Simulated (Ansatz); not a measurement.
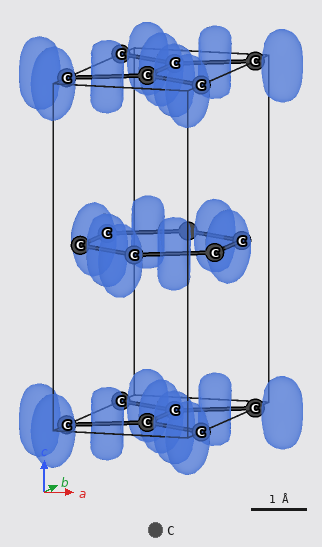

Figure. C. Isosurface of the electron localisation function at 0.8 (blue), seen slightly off an axis. Core shells and regions of very low density are left out. Sticks mark near contacts.

Space group Fmmm; computed pressure about −37 GPa in this cell.

These are results of DFT r2SCAN, scalar-relativistic, plane waves, PAW in Ansatz, not measurements.

In a PAW calculation such maps are meaningful between the atoms, not at the nuclei.

```xyz
8
Lattice="2.5926 0.0000 0.0000 0.0000 4.4903 0.0000 0.0000 0.0000 6.3921" Properties=species:S:1:pos:R:3 pbc="T T T"
C     0.0000    0.7485    0.0000
C     1.2963    2.9937    0.0000
C     1.2963    0.7485    3.1960
C     0.0000    2.9937    3.1960
C     1.2963    1.4966    0.0000
C     0.0000    3.7418    0.0000
C     0.0000    1.4966    3.1960
C     1.2963    3.7418    3.1960
```

### Where are the electrons localised?

At this value the surface marks out twelve regions between bonded C–C atoms, counted in one cell of 8 atoms. Any copies at cell faces, edges or corners count once. Profiles from the grid: C–C (1.50 Å): the ELF peaks at about 0.95 between the atoms.
